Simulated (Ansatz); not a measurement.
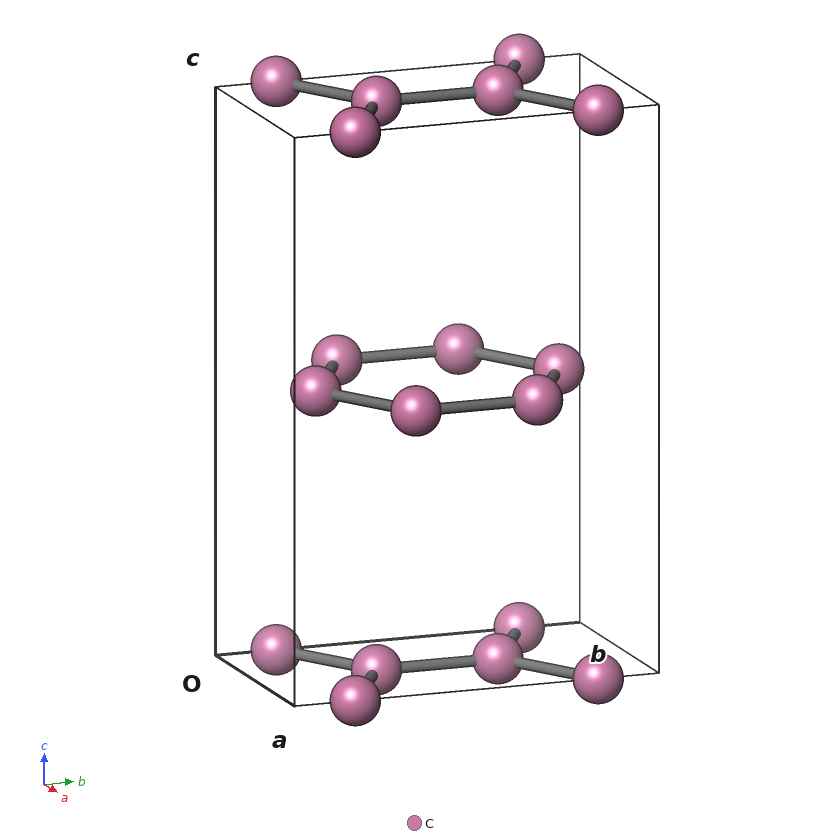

Crystal: C, the geometry relaxed at fixed volume with DFT PBE+D3(BJ), scalar-relativistic, plane waves, PAW (Ansatz). One unit cell is drawn above. The drawing is computed from the coordinates (standard cell, symmetry found to 0.002 Å).

```xyz
8
Lattice="2.4605 0.0000 0.0000 0.0000 4.2580 0.0000 0.0000 0.0000 6.4060" Properties=species:S:1:pos:R:3 pbc="T T T"
C     1.2303    2.8388    0.0000
C     1.2303    1.4192    0.0000
C     1.2303    0.7098    3.2030
C     1.2303    3.5482    3.2030
C     0.0000    2.8388    3.2030
C     0.0000    1.4192    3.2030
C     0.0000    0.7098    0.0000
C     0.0000    3.5482    0.0000
```

Q: What is its point group?

A: mmm (D2h), order 8, orthorhombic system: three twofold axes, three mirror planes, an inversion centre.

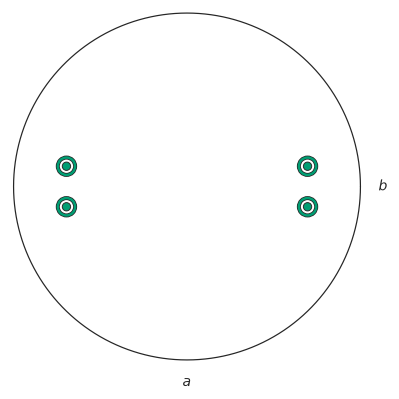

Stereographic projection: filled dots lie in the upper hemisphere, open rings in the lower. The poles are one general form. The c axis points at the viewer.

Q: What does this class allow?

A: Class mmm is centrosymmetric, so neither piezoelectric nor pyroelectric; it is not chiral. Its Laue class is mmm.
